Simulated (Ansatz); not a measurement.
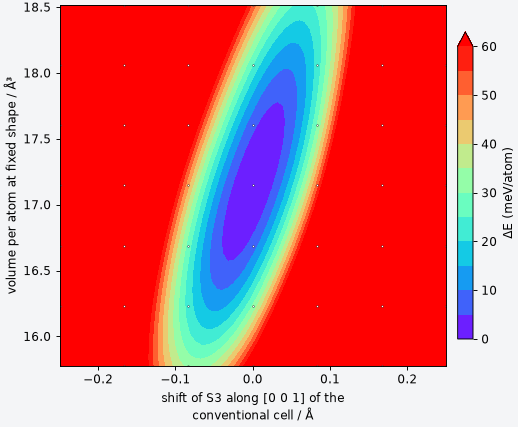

WS₂ (P6_3/mmc, No. 194; 6 atoms in the cell). The energy is mapped over a free internal coordinate and the cell. The first coordinate is: shift of S3 along [0 0 1] of the conventional cell, Cartesian (0 0 1), its symmetry partners moved as symmetry demands (measured in the relaxed cell); the second: volume per atom at fixed shape. Nothing is relaxed (all other coordinates fixed). Grid: 7 × 7 points. Points are written as (first, second). All energies are given in meV/atom relative to the lowest grid point. The band gap closes in part of the range. These are results of Ansatz 0.2.0, DFT LDA, scalar-relativistic, plane waves, PAW, not measurements. Settings: cutoff 420 eV, k-mesh 12×12×4 in the order of the run's cell vectors, gaussian smearing 0.05 eV, no spin polarisation.

In the figure: filled contours, dots at the grid points, one colour for all values above the top of the scale. Between grid points the surface is interpolated.

> Where is the minimum, and how stiff is the well along each coordinate?

The interpolated minimum is at the first coordinate ≈ 0.000 Å, volume per atom at fixed shape ≈ 17.15 Å³. The curvatures there are about 84 eV/Å² and 0.39 eV/(Å³)², with a cross term of about −4.3 eV/(Å·Å³) (per cell of 6 atoms). Round the minimum the valley is strongly tilted: raising the first coordinate shifts the best value of volume per atom at fixed shape upwards (coupling k₁₂/√(k₁₁k₂₂) about −0.7).

PAW datasets: the set soft_1.
